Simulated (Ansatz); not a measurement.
**Ga3Se: density, localisation and related maps**

The calculation's input:

```
crystal:
  lattice:
    - [4.432465, 0.0, 0.0]
    - [0.0, 4.432465, 0.0]
    - [0.0, 0.0, 4.432465]
  atoms:
    - { symbol: Ga, position: [0.0, 0.5, 0.5] }
    - { symbol: Ga, position: [0.5, 0.0, 0.5] }
    - { symbol: Ga, position: [0.5, 0.5, 0.0] }
    - { symbol: Se, position: [0.0, 0.0, 0.0] }
basis:
  ecutwfc: 420
kpoints:
  mp_grid: { grid: [16, 16, 16] }
hamiltonian:
  xc: pbesol
scf:
  occupations: { method: gaussian, width: 0.1 }
output:
  forces: true
  stress: true
  eigenvalues: true
  write_density: true
  write_potential: true
  elf: true
  volumetric_format: npy
```

Run with:

```sh
ansatz run input.yaml --threads 1 --pin off --max-ram 2560MiB --backend cpu --events-out ev --progress --plain --runs-dir out
```

Below, planes, directions and counts refer to the conventional cell (a = 4.43 Å, b = 4.43 Å, c = 4.43 Å, α = 90.00°, β = 90.00°, γ = 90.00°).

Space group Pm-3m; a structure from a database of computed crystals, not necessarily the ambient phase; computed pressure about −4 GPa in this cell; computed without spin polarisation.

Method: DFT PBEsol, scalar-relativistic, plane waves, PAW (Ansatz).

The density is the valence pseudo-density of a PAW calculation; it isn't the true density close to the nuclei.

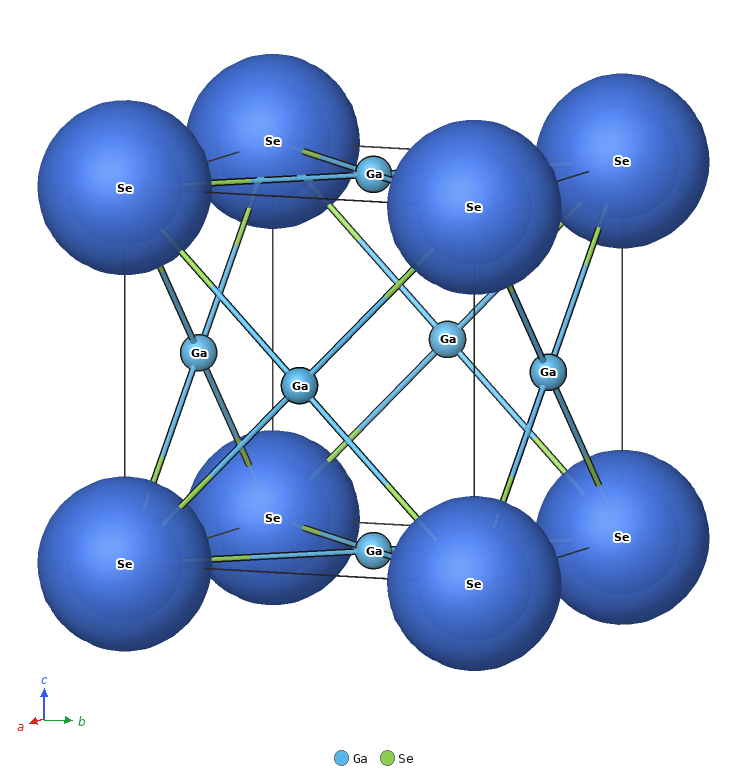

Figure 1. Isosurface of the electron localisation function at 0.75 (blue), seen slightly off an axis. Only the valence region is drawn (cores and ρ < 0.01 e/Å³ removed). Sticks mark near contacts.

Question: What do the ELF domains correspond to?

Answer: The surface consists of one region wrapped around Se (its valence shell), counted in one cell of 4 atoms. Regions shared between cells count once.


Ga–Se (3.13 Å): the ELF is about 0.25 at the midpoint.

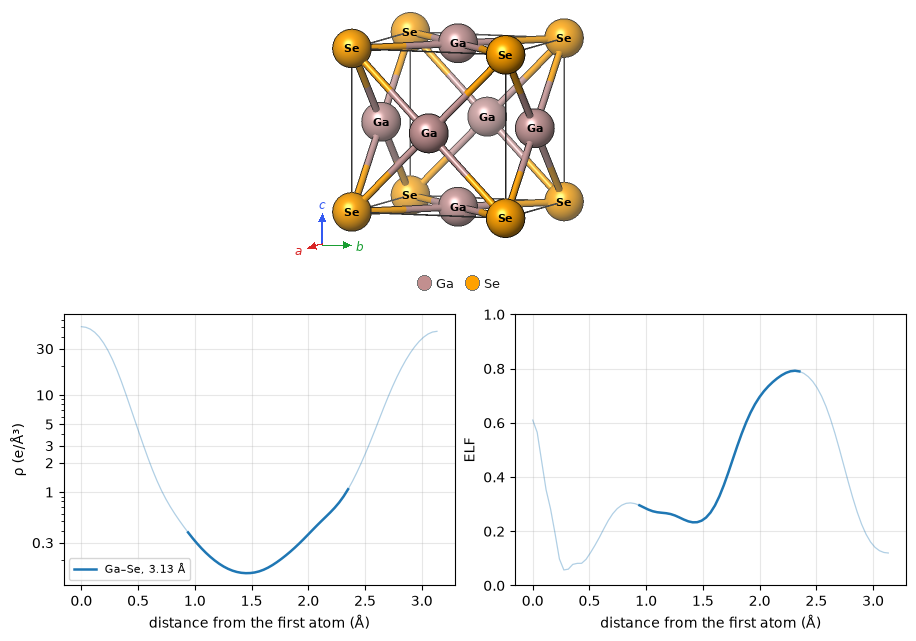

Figure 2. Valence charge density (pseudo) and electron localisation function along straight lines between neighbouring atoms. Thin, pale parts lie inside the atomic spheres. The structure is drawn too.

Question: What can be read from the curves?

Answer: Ga–Se (3.13 Å): ρ is about 0.15 e/Å³ halfway; the ELF is about 0.25 at the midpoint.

Question: Metal or insulator at this level of theory?

Answer: It is metallic or semimetallic at this level of theory: no gap opens.
